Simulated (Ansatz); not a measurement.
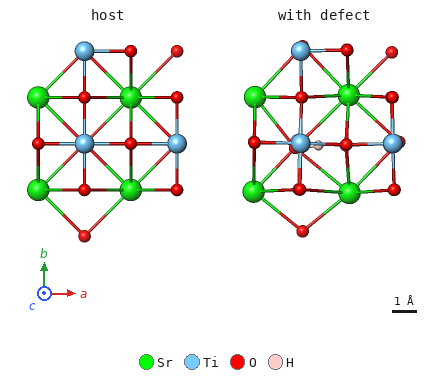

Left: perfect SrTiO3. Right: the same region with one point defect, after relaxing the atoms in a supercell of 40 sites. The picture is a ball-and-stick view of the atoms within 4.6 Å of one point, in a slice 4.2 Å thick across the line of sight, seen along the c axis.

Theory: DFT, PBEsol, PAW, plane waves in Ansatz 0.2.0. Settings: plane-wave cutoff 420 eV; k-point mesh 1 × 1 × 1; mesh shifted by (0.25, 0.25, 0.25); collinear spin. Fermi-Dirac smearing of 0.01 eV. A uniform background neutralises the charged cell. The axes drawn are those of the host's conventional cell.

Which defect is it?

An extra hydrogen atom is put between the host's atoms (an interstitial).

The charge state of the cell is −1.

How does the lattice respond?

The H atom starts with 1 Sr at 1.38 Å, 1 O at 1.38 Å around its place and ends with 1 O at 1.00 Å. Of the host's atoms, an oxygen atom moves furthest from its site, by 0.38 Å. The H atom itself moves 1.07 Å from where it was put. The cell's net moment is 0.16 μB.

Limits of the set-up: the periodic images lie only 7.8 Å apart, so the values are limited by the cell's size; the cell is charged, on a uniform background, and energies carry no finite-size correction.
